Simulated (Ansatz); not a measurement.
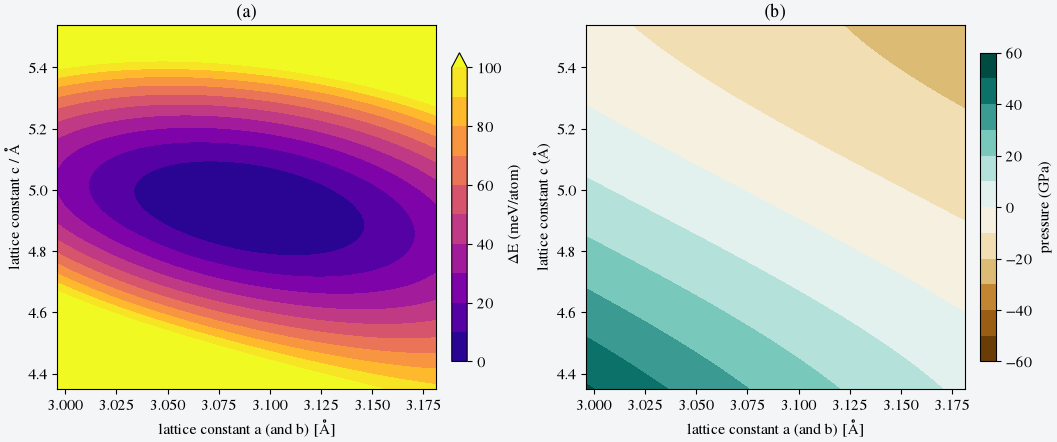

AlN (P6_3mc, No. 186; 4 atoms in the cell). The energy is mapped over the lattice constants a and c of the conventional cell. First axis: lattice constant a (and b). Second axis: lattice constant c. Relaxed at each point: the atoms inside the fixed cell. The scan uses a 7 × 7 grid. All energies are given in meV/atom relative to the lowest grid point. The calculation used DFT LDA, scalar-relativistic, plane waves, PAW in Ansatz 0.2.0. Settings: cutoff 520 eV, k-mesh 9×9×6 in the order of the run's cell vectors, gaussian smearing 0.05 eV, no spin polarisation.

Panel (a) is the energy; panel (b) is the computed pressure, in GPa.

In the figure: filled contours, one colour for all values above the top of the scale. Between grid points the surface is interpolated.

> How does the pressure vary over the map, and what is it at the lowest grid point?

It runs from −25 GPa at lattice constant a (and b) = 3.181 Å, lattice constant c = 5.537 Å to 51 GPa at lattice constant a (and b) = 2.996 Å, lattice constant c = 4.350 Å. At the lowest grid point, lattice constant a (and b) = 3.089 Å, lattice constant c = 4.944 Å, it is 0 GPa.

PAW datasets: the set soft_1.
